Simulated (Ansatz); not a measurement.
**Energy of Co along an even scaling of the cell**

System: Co (Pm-3m, 2 atoms in the cell).
Method: DFT, PBEsol, plane waves (420 eV) with PAW, scalar-relativistic, spin-polarised (Ansatz 0.2.0).

The 5 runs differ only in the geometry, by an even scaling of the cell at fixed fractional positions.

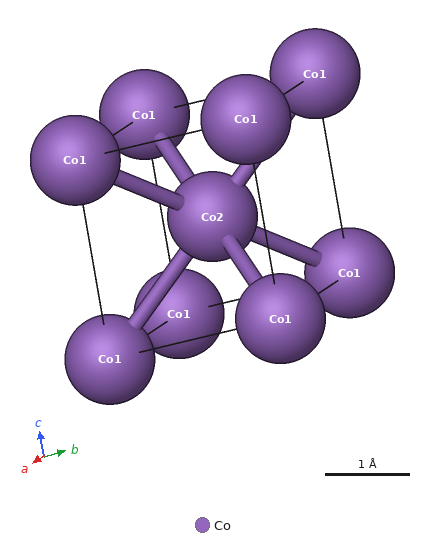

Figure 1. The structure of run 3 (ball-and-stick view of the cell of the calculation, seen slightly off an axis; atoms are numbered from 1 in the order of the input).

### Input of run 3
```yaml
crystal:
  lattice:
    - [0.0, 2.2171323431, 2.2171323431]
    - [2.2171323431, 0.0, 2.2171323431]
    - [2.2171323431, 2.2171323431, 0.0]
  atoms:
    - { symbol: Co, position: [0.0, 0.0, 0.0], spin: -1.614 }
    - { symbol: Co, position: [0.5, 0.5, 0.5], spin: -1.614 }
hamiltonian:
  xc: pbesol
  pseudopotentials:
    kind: paw
    azcp:
      Co: "pseudopotentials/Co.paw.azcp"
basis:
  ecutwfc: 420
  fft_grid_basis: typed
kpoints:
  mp_grid: { grid: [14, 14, 14], shift: [0, 0, 0] }
magnetization:
  spin_polarized: true
scf:
  occupations: { method: fermi_dirac, width: 0.05 }
  lower_state_search: "off"
output:
  stress: true
```

Run 4 differs from it as follows:
```diff
-    - [0.0, 2.2171323431, 2.2171323431]
-    - [2.2171323431, 0.0, 2.2171323431]
-    - [2.2171323431, 2.2171323431, 0.0]
+    - [0.0, 2.2475077936, 2.2475077936]
+    - [2.2475077936, 0.0, 2.2475077936]
+    - [2.2475077936, 2.2475077936, 0.0]
```

### Results, with one run withheld

| run | volume per atom (Å³) | free energy per atom, from the lowest run given (meV) | pressure (GPa) |
| --- | --- | --- | --- |
| 1 | 9.990 | 248.90 | 47.23 |
| 2 | 10.445 | 137.27 | 32.13 |
| 3 | 10.899 | 63.86 | 20.12 |
| 4 | 11.353 | ? | ? |
| 5 | 11.807 | 0.00 | 3.74 |

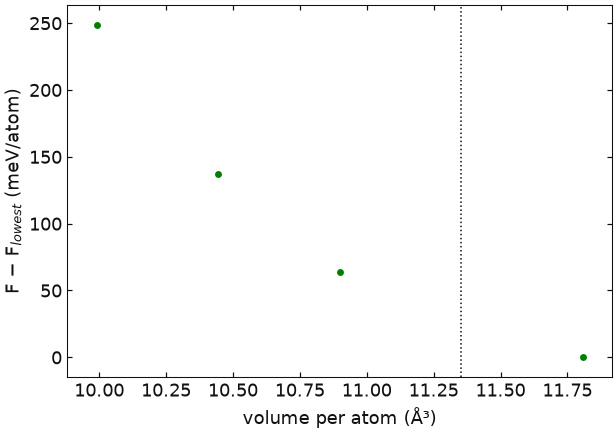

Figure 2. Free energy per atom of the runs given; the dotted line marks run 4.

Estimate the energy of run 4 from the others.

A quadratic polynomial in V^(−2/3) (the Birch–Murnaghan form), fitted to the 4 runs given, misses them by at most 0.42 meV per atom. With x = V^(−2/3) − 0.20529 Å⁻², it reads F = 84.11 + 11808 x + 4.0602e+05 x² (meV per atom). At run 4 it gives 19.41 meV per atom, and the run itself gives 20.50. The slope of the fit gives a pressure −dF/dV of 10.92 GPa there, and the run prints 10.95 GPa. The fit has no minimum inside this range. So low a polynomial doesn't follow these energies more closely.

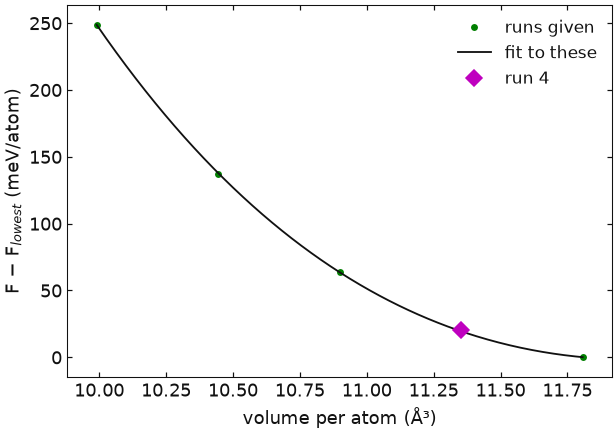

Figure 3. The fit and the withheld run.

### Output, shortened to warnings, some set-up lines, iterations and results (run 4)
```
Warning: [file] the record states the generating functional pbe (its physics header spells it `PBE`), which answers neither for hamiltonian.xc's functional nor for the pbesol family's — results may be inconsistent (PPs are generated against a specific XC)
Basis set: ecut = 420 eV, 459 PW (Γ)
Symmetry: 96 space group operations
k-points: 104 of 2744
Initial density: superposition of atomic densities (chi_scale 0.1, normalization cell)
[...]
SCF iter   1: F=—  HF=-10184.062157 eV  |F-HF|=—  |Δ(HF+E_count)|=         —  Δρ=3.73e-2 (↑3.73e-2 ↓2.61e-2)  dr2=4.29e-2  dr2_m=1.94e-1  M=-3.077 μB ∫|m|=3.093 μB  β_m=1.00  …
SCF iter   2: F=—  HF=-10184.093399 eV  |F-HF|=—  |Δ(HF+E_count)|=   3.12e-2  Δρ=1.24e-2 (↑1.24e-2 ↓7.46e-3)  dr2=2.88e-2  dr2_m=7.63e-3  M=-3.066 μB ∫|m|=3.133 μB  β_m=1.00  …
SCF iter   3: F=—  HF=-10184.140861 eV  |F-HF|=—  |Δ(HF+E_count)|=   4.75e-2  Δρ=8.40e-3 (↑4.77e-3 ↓8.40e-3)  dr2=1.91e-2  dr2_m=7.59e-4  M=-3.069 μB ∫|m|=3.152 μB  β_m=1.00  …
SCF iter   4: F=—  HF=-10184.179467 eV  |F-HF|=—  |Δ(HF+E_count)|=   3.86e-2  Δρ=8.14e-3 (↑3.74e-3 ↓8.14e-3)  dr2=1.57e-2  dr2_m=1.14e-3  M=-3.085 μB ∫|m|=3.176 μB  β_m=1.00  …
SCF iter   5: F=—  HF=-10184.193487 eV  |F-HF|=—  |Δ(HF+E_count)|=   1.40e-2  Δρ=4.72e-3 (↑2.00e-3 ↓4.72e-3)  dr2=3.44e-3  dr2_m=6.01e-4  M=-3.100 μB ∫|m|=3.193 μB  β_m=1.00  …
[... 8 lines ...]
SCF iter  14: F=—  HF=-10184.221576 eV  |F-HF|=—  |Δ(HF+E_count)|=   1.31e-4  Δρ=3.27e-4 (↑3.27e-4 ↓2.16e-4)  dr2=3.07e-5  dr2_m=8.59e-7  M=-3.232 μB ∫|m|=3.334 μB  β_m=0.70  …
SCF iter  15: F=—  HF=-10184.221568 eV  |F-HF|=—  |Δ(HF+E_count)|=   7.94e-6  Δρ=2.57e-4 (↑2.27e-4 ↓2.57e-4)  dr2=2.55e-5  dr2_m=3.87e-7  M=-3.232 μB ∫|m|=3.334 μB  β_m=0.57  …
SCF iter  16: F=—  HF=-10184.221564 eV  |F-HF|=—  |Δ(HF+E_count)|=   3.98e-6  Δρ=1.02e-4 (↑8.65e-5 ↓1.02e-4)  dr2=4.02e-6  dr2_m=1.14e-7  M=-3.232 μB ∫|m|=3.334 μB  β_m=0.78  …
SCF iter  17: F=-10184.221563 eV  HF=-10184.221563 eV  |F-HF|=3.00e-9  |Δ(HF+E_count)|=   6.36e-7  Δρ=7.25e-6 (↑6.07e-6 ↓7.25e-6)  dr2=6.77e-9  dr2_m=6.58e-9  M=-3.232 μB …
SCF 1 converged in 17 iterations: F = -10184.221563 eV  dr2 = 6.77e-9
SCF converged after 17 iterations
Magnetization: -3.2318 μB (15.3841 up, 18.6159 down)
Absolute magnetization: 3.3339 μB (∫|ρ↑−ρ↓|, with the PAW one-centre terms)
Spin contamination: 0.0280 ħ² per cell (⟨S²⟩ above its minimum at these occupations)
Per-site moments (μB) at R_I (Å): [(-1.612108472798359, 0.9270969648600002), (-1.612108472798359, 0.9270969648600002)]
Free energy (F): -10184.221563 eV
Harris-Foulkes:  -10184.221563 eV  (|F-HF|=3.00e-9)
Internal energy: -10184.195462 eV  (E = F + TS)
E sigma→0 (E₀):  -10184.208513 eV
Entropy (-TS):   -0.026101 eV (-13.050 meV/atom)
Fermi energy:    17.760136 eV
--- Per-component energies (eV) ---
  E_band       = -523.462692
  E_kinetic    = 912.596785
  E_local      = -5991.103309  (includes V_loc(G=0)·N_el)
  E_nonlocal   = 918.946732
  E_hartree    = 2515.470890
  E_xc         = -315.208274
  E_vxc        = -408.665966  (∫ρ·V_xc dr)
  E_paw        = -2971.719931  (= ΣΔE_a)
  E_vpaw       = -986.171735  (= ΣTr[D̂ρ^β])
  E_aug_tail   = 0.000110  (compensation charges beyond the density's cutoff)
  E_ewald      = -5253.555304
  E_core_change = 0.376838  (= ΣΔE_core)
  E_smearing   = -0.026101  (= −TS)
  E_closure    = -0.000000  (closes the sum)
  Σ components = -10184.221563   (vs F -10184.221563, Δ=0.00e0)
--- Stress (GPa, compression-positive) ---
       10.954390      -0.000000      -0.000000
       -0.000000      10.954390      -0.000000
       -0.000000       0.000000      10.954390
  P = ⅓ Tr σ = 10.9544 GPa (109.544 kbar)
```

Warnings of the run: the PAW datasets were made with another functional.
